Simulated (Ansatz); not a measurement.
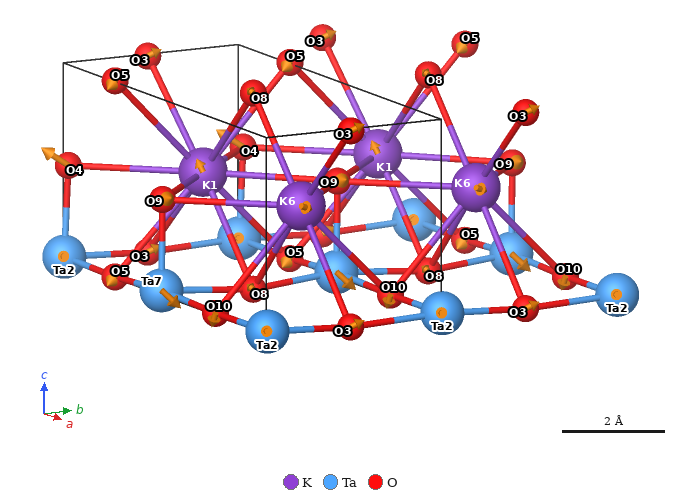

A relaxation of solid KTaO3 (built on the database structure type). The starting structure is drawn; orange arrows show the displacements (the part carried along by the change of the cell is left out), magnified 5 times.

Style: ball-and-stick. Shown: the cell of the calculation, repeated 1 × 2 × 1 with one cell outlined, from a free direction.

Case: shaken.

The calculation used Ansatz, DFT, PBEsol, plane waves, PAW. Settings: plane-wave cutoff 420 eV; k-point mesh 2 × 4 × 4; occupations fermi dirac; smearing width 0.05 eV; no spin polarisation; cell and atoms relaxed; force threshold 0.01 eV/Å; at most 120 steps.

### What did the optimiser do to the structure, and how much energy did it gain?

Over 6 accepted moves (8 points after the start) the energy falls by 42.2 meV per atom. Largest force component: 1.8 eV/Å at the start, 0.0011 eV/Å at the end. Pressure: 6.91 GPa at the start and 0.01 GPa at the end. At 2 points the geometry stayed and the basis and grid were re-selected for the new cell (energy shift of 1.1 meV per atom at most each time). O4 moves most relative to the cell: 0.14 Å roughly along [0 −3 2]. Largest moves by element: O 0.14 Å, Ta 0.11 Å, K 0.07 Å. Cell: a 7.907 → 7.978 Å (+0.9 %), b 3.990 → 3.991 Å (0.0 %), c 3.947 → 3.988 Å (+1.0 %), α 91.1° → 90.0°, β 89.9° → 90.0°, γ 90.2° → 90.0°. Volume +2.0 %. Among the contacts that change: K1–Ta7 3.281 → 3.444 Å, K1–O5 2.749 → 2.873 Å, K6–O9 2.892 → 2.770 Å, Ta7–O9 1.826 → 1.945 Å. Bond angles that change, for instance: O8–Ta7–O8 169.4° → 175.5°, Ta7–O8–Ta7 169.4° → 175.5°, O8–Ta7–O9 84.3° → 90.1°. The space group (tolerance 0.01 Å) goes from P1 (No. 1) to R3m (No. 160). Cost: 17 s on 2 threads of AMD EPYC 9R45 96-Core Processor (Zen 5), with other jobs on the host, peak memory 0.45 GiB.
